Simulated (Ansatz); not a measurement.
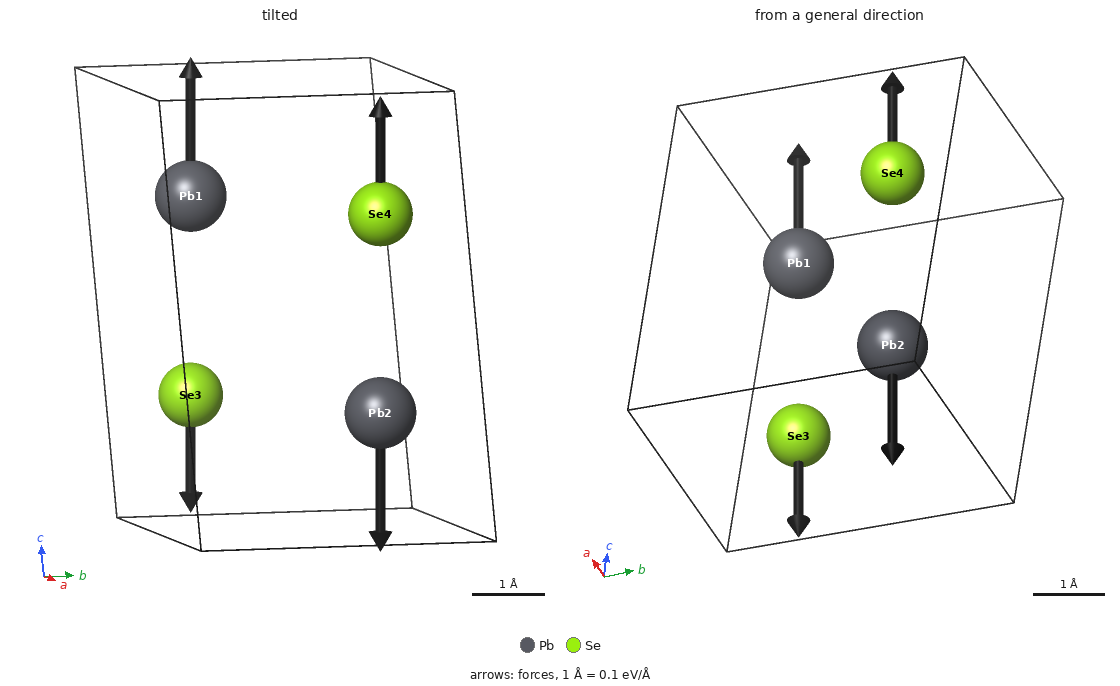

Shown here is a spheres-only view of the crystal, taken slightly off an axis and from a general direction. Thin lines show the cell (the run's own, in a reduced setting), with boundary atoms drawn in all their periodic places. The arrows are the computed forces on the atoms.

System: PbSe. Method: DFT PBE+D3(BJ), scalar-relativistic, plane waves, PAW (Ansatz); a basis cut at 420 eV, k-points about 0.24 Å⁻¹ apart, Gaussian smearing of 0.05 eV, no spin polarisation.

Q: Has this structure been optimised to equilibrium?

A: No. The atoms still feel forces of up to about 0.15 eV/Å, above a usual threshold of 0.01 to 0.03 eV/Å.

Q: Name the atom under the greatest force.

A: Pb1 and Pb2, about 0.15 eV/Å.

Q: Average the force magnitudes by element.

A: Mean magnitudes: about Pb 0.15 eV/Å, Se 0.12 eV/Å.

The initial geometry was a structure listed in the Materials Project. The cell was then strained or its atoms displaced on purpose. An electronic-structure calculation with Ansatz was run on it.
